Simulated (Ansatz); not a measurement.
Input structure:

```
CELL_PARAMETERS angstrom
3.35719 0.00000 0.00000
-1.67859 2.90741 0.00000
0.00000 0.00000 3.86649
ATOMIC_POSITIONS crystal
Ga 0.33333 0.66667 0.75000
Ga 0.66667 0.33333 0.25000
N 0.33333 0.66667 0.25000
N 0.66667 0.33333 0.75000
```

What crystal do these data define?

Answer. The solid is GaN. Space group: P6_3/mmc (No. 194). Lattice: primitive hexagonal. With Z = 2, the cell contains 2 Ga, 2 N. Each Ga atom is coordinated by five N in a trigonal bipyramidal arrangement at 1.93 to 1.94 Å. N is linked to five Ga in a trigonal bipyramidal arrangement at 1.93 to 1.94 Å. The bonds build a three-dimensional framework.

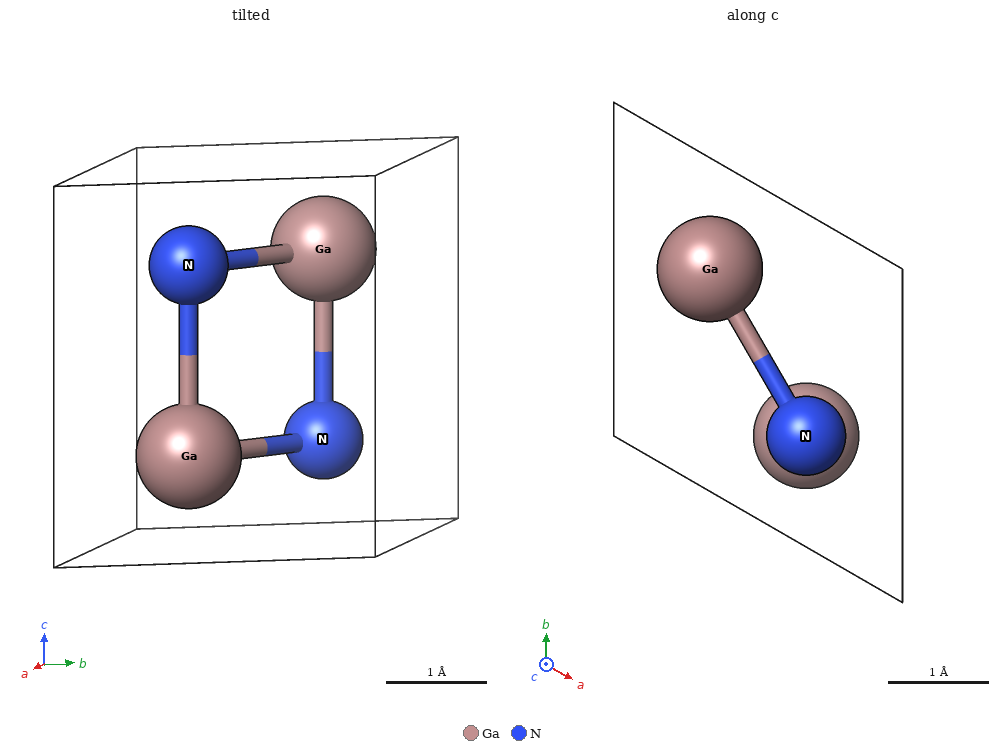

The crystal in a ball-and-stick representation, seen slightly off an axis and along the c axis. The edges of the conventional unit cell are marked.

The cell started as a structure listed in the Materials Project, with elements exchanged, so it need not be a known form of the compound. The cell was then strained or its atoms displaced on purpose. Ansatz was used for an electronic-structure calculation on it.

At this level of theory the cell isn't at rest (compressed, at 51 GPa), so its distances can differ from those at equilibrium, the more so the softer the solid.
